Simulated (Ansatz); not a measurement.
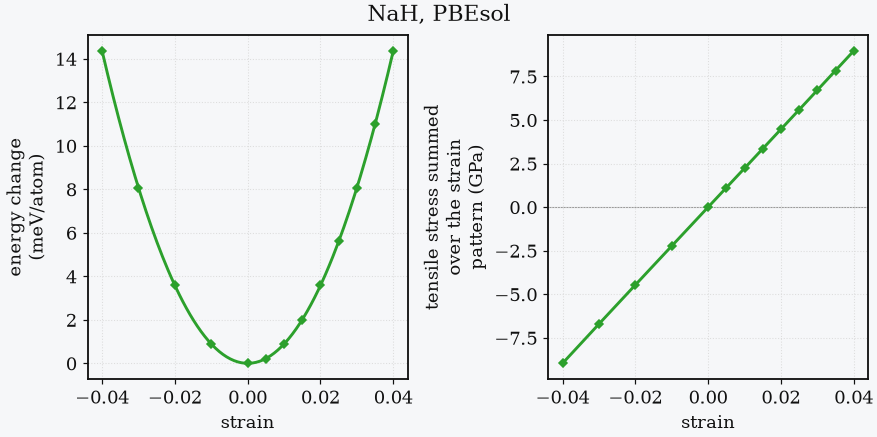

The figure shows the energy change and tensile stress summed over the strain pattern against strain for NaH, space group Pm-3m (No. 221).

Starting cell:
```
CELL_PARAMETERS angstrom
2.95512 0.00000 0.00000
0.00000 2.95512 0.00000
0.00000 0.00000 2.95512
ATOMIC_POSITIONS crystal
Na 0.00000 0.00000 0.00000
H 0.50000 0.50000 0.50000
```

Method: homogeneous strain of a crystal along one Voigt pattern with engineering shear, fractional coordinates fixed, by plane-wave density functional theory with PAW datasets, free energies less that of the undisturbed cell; scalar-relativistic (Ansatz 0.2.0). Level: PBEsol, no spin polarisation.

- wave cutoff: 420 eV
- k mesh: 10×10×10
- occupations: Gaussian
- smearing width: 0.05 eV
- k shift: (0, 0, 0) (mesh steps)
- start: as given
- strain pattern: (1, -1, 0, 0, 0, 0) (xx yy zz yz xz xy with engineering shear)

The points at strain −0.03, −0.01, 0.02 and 0.04 follow from computed ones by symmetry.

### Where does the curve of the energy change have its lowest point?

The lowest computed point is at strain 0.000 (0.00 meV/atom).

### What does the tensile stress summed over the strain pattern do across the range?

It rises from −9.0 GPa at strain −0.040 to 9.0 GPa at 0.040, and changes sign near 0.000.

Note: reference crystal is not relaxed.

The computed values:

```json
{"strain": "-0.040", "energy change (meV/atom)": "14.36", "tensile stress summed over the strain pattern (GPa)": "-9.0"}
{"strain": "-0.030", "energy change (meV/atom)": "8.07", "tensile stress summed over the strain pattern (GPa)": "-6.7"}
{"strain": "-0.020", "energy change (meV/atom)": "3.58", "tensile stress summed over the strain pattern (GPa)": "-4.5"}
{"strain": "-0.010", "energy change (meV/atom)": "0.89", "tensile stress summed over the strain pattern (GPa)": "-2.2"}
{"strain": "0.000", "energy change (meV/atom)": "0.00", "tensile stress summed over the strain pattern (GPa)": "0.0"}
{"strain": "0.005", "energy change (meV/atom)": "0.22", "tensile stress summed over the strain pattern (GPa)": "1.1"}
{"strain": "0.010", "energy change (meV/atom)": "0.89", "tensile stress summed over the strain pattern (GPa)": "2.2"}
{"strain": "0.015", "energy change (meV/atom)": "2.01", "tensile stress summed over the strain pattern (GPa)": "3.3"}
{"strain": "0.020", "energy change (meV/atom)": "3.58", "tensile stress summed over the strain pattern (GPa)": "4.5"}
{"strain": "0.025", "energy change (meV/atom)": "5.60", "tensile stress summed over the strain pattern (GPa)": "5.6"}
{"strain": "0.030", "energy change (meV/atom)": "8.07", "tensile stress summed over the strain pattern (GPa)": "6.7"}
{"strain": "0.035", "energy change (meV/atom)": "10.99", "tensile stress summed over the strain pattern (GPa)": "7.8"}
{"strain": "0.040", "energy change (meV/atom)": "14.36", "tensile stress summed over the strain pattern (GPa)": "9.0"}
```
